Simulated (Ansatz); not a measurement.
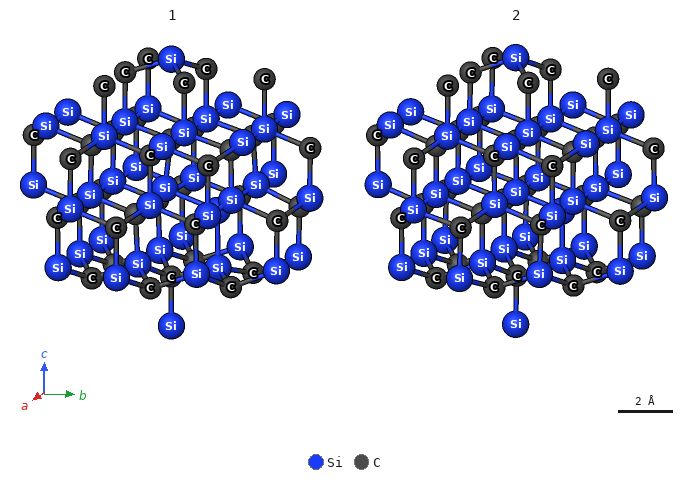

Two geometries of a defect cell of composition Si49C47 (cell charge −2), drawn at one scale. One is the start of a relaxation, the other its converged end. The picture is a ball-and-stick view of the atoms within 5.8 Å of the atom that moves most (axes of the cell of the calculation (origin shifted)), seen slightly off an axis.

Level of theory: Ansatz 0.2.0, DFT, PBEsol, PAW, plane waves. Set-up: plane-wave cutoff 420 eV; k-point mesh 1 × 1 × 1; mesh shifted by (0.25, 0.25, 0.25); collinear spin; atoms relaxed in a fixed cell; force threshold 0.03 eV/Å; at most 80 steps.

Which one is relaxed?

Structure 1 is the relaxed one. A Si atom moves most: 0.31 Å along [0 −2 1]. Largest moves by element: Si 0.31 Å, C 0.14 Å. The cell stays as it was. Some distances before and after: Si–Si 3.064 → 3.555 Å, Si–Si 3.051 → 3.533 Å, Si–Si 3.052 → 3.506 Å, Si–Si 3.083 → 3.483 Å. Among the angles between lasting bonds that change: Si–C–Si 111.0° → 101.6°, Si–Si–C 110.2° → 101.3°, C–Si–C 107.3° → 115.9°. Over 5 geometry steps the energy falls by 6.805 eV per cell of the calculation. The largest force component goes from 11 to 0.018 eV/Å. The program noted that the starting moments weren't kept.

Limits of the set-up: the cell is charged, on a uniform background, and energies carry no finite-size correction.
